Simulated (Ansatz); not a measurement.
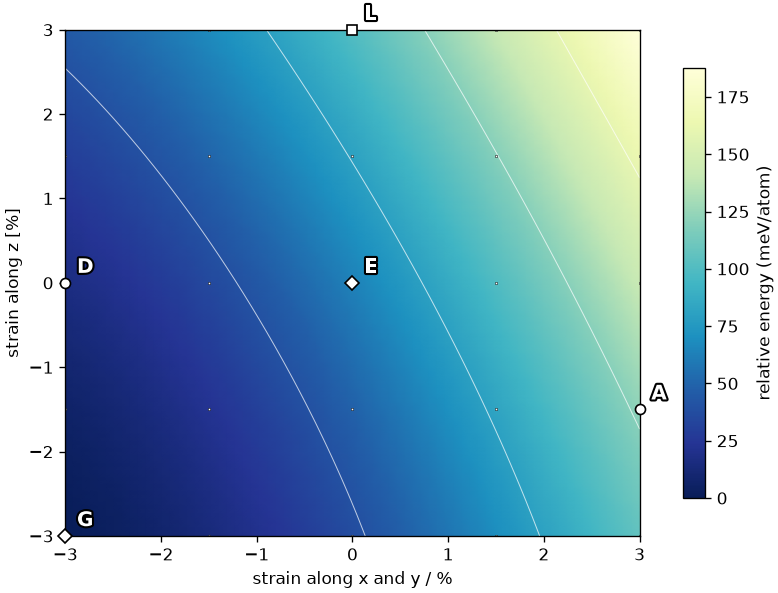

CaO (Fm-3m, No. 225; 2 atoms in the cell). The cell is strained homogeneously, by one strain along x and y and another along z, with fractional coordinates fixed (x, y and z along the cube axes). The first coordinate is: strain along x and y; the second: strain along z. The scan uses a 5 × 5 grid. All energies are given in meV/atom relative to the lowest grid point. The reference cell is the one listed in the database, not relaxed at this level. These are results of Ansatz, DFT LDA, scalar-relativistic, plane waves, PAW, not measurements. Settings: cutoff 420 eV, k-mesh 8×8×8, gaussian smearing 0.05 eV, no spin polarisation.

In the figure: a smooth colour map with a few white contour lines, dots at the grid points, lettered points. Between grid points the surface is interpolated.

Rank the lettered points by energy, lowest first.

Answer. G (0 meV/atom), D (16 meV/atom), E (63 meV/atom), L (101 meV/atom), A (123 meV/atom).
